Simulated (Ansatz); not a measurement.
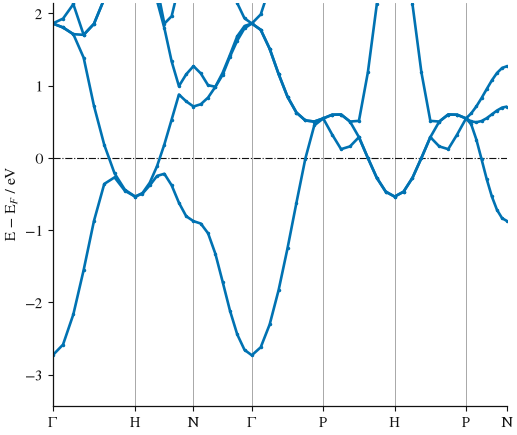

Band structure. Energies are counted from the Fermi level. The path runs straight from each named point to the next.

Which Bravais lattice do the labels of the path belong to?

Answer. A body-centred cubic lattice: the path Γ–H–N–Γ–P–H–P–N runs through the special points of its Brillouin zone.

Calculation on Ba, space group Im-3m (No. 229), 1 atom in the cell.

Computed with Ansatz 0.2.0: DFT, PBE, all-electron PAW with datasets made for the crystal, scalar-relativistic, no spin polarisation, 10×10×10 k mesh, 220 eV cutoff.

Metal, semiconductor or insulator?

Answer. A metal: 2 bands cross the Fermi level along this path.

Which levels at Γ lie nearest to the Fermi level?

Answer. At Γ the nearest levels lie 2.73 eV below and 1.86 eV above the Fermi level.
